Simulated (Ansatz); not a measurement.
GaO₄

```
Ga O
1.0
     3.90061    0.00000    0.00000
     0.00000    3.90061    0.00000
     0.00000    0.00000    3.90061
Ga O
1 4
Direct
  0.00000 0.00000 0.00000
  0.50000 0.50000 0.50000
  0.50000 0.00000 0.00000
  0.00000 0.50000 0.00000
  0.00000 0.00000 0.50000
```

Space group Pm-3m; a structure generated by program, which may or may not match a known phase; spin-polarised.

Level of theory: DFT PBE, scalar-relativistic, plane waves, PAW (Ansatz 0.2.0).

Core electrons are frozen (PAW), and the valence fields are smoothed inside the atomic spheres.

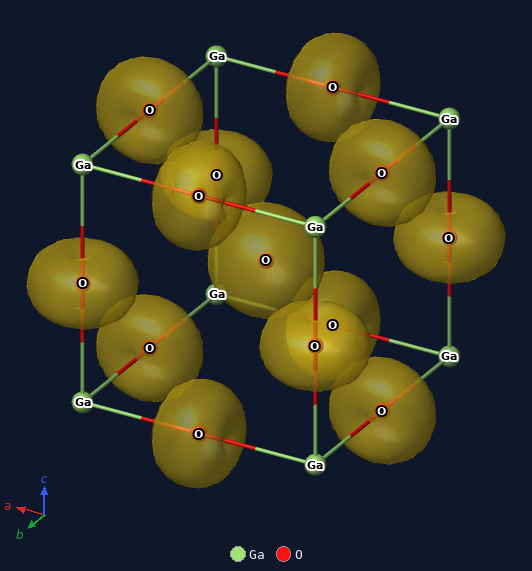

Figure 1. Isosurface of the spin density at +0.15 e/Å³ (yellow), seen at an oblique angle. Sticks mark near contacts.

### Where is the spin, and how is it ordered?

The spin density sits on O: +1.9 μB and +0.9 μB (×3) in one cell of 5 atoms: parallel main moments (a ferromagnetic arrangement) in this solution. The cell of the calculation (5 atoms) carries 5.0 μB of net spin moment.

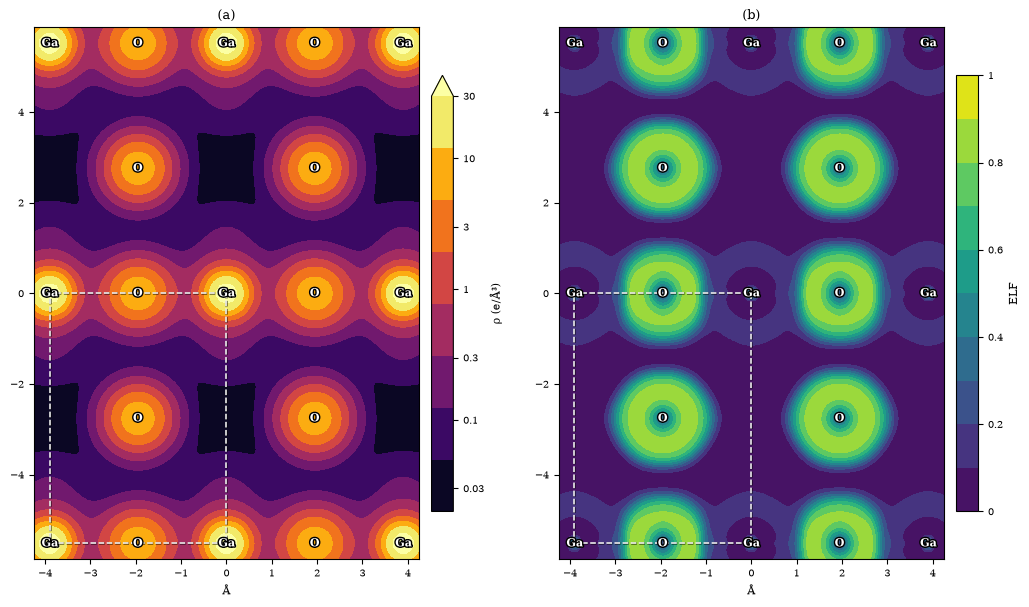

Figure 2. (a) valence electron density; (b) ELF on the (101) plane of the conventional cell.

### What does the map show?

- Atoms in the plane: Ga and O.
- Ga–O (1.95 Å): the density is about 0.66 e/Å³ at the midpoint; the ELF peaks at about 0.85 in the valence shell of O, 0.6 Å from its nucleus, and is about 0.30 at the midpoint.
- Between the atoms the lowest density in this plane is 0.02 e/Å³.

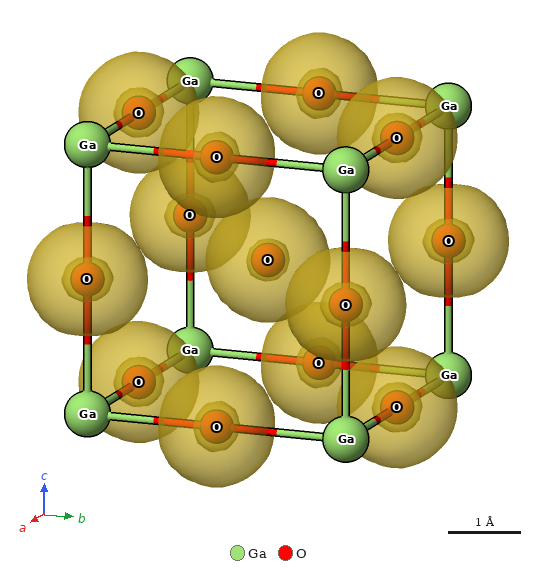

Figure 3. Isosurface of the ELF at 0.7 (yellow), seen slightly off an axis. Only the valence region is drawn (cores and ρ < 0.01 e/Å³ removed). Sticks mark near contacts.

### Identify the bonds, lone pairs and shells in this picture.

The surface consists of four regions wrapped around O (the valence shell of each), counted in one cell of 5 atoms. Any copies at cell faces, edges or corners count once.

### How much charge does the calculation move between the atoms?

Electrons move from Ga towards O. Bader charges: Ga +2.00 and O −0.66 to −0.03 e.

### Metal or insulator at this level of theory?

It is gapless in this calculation (a metal or semimetal).
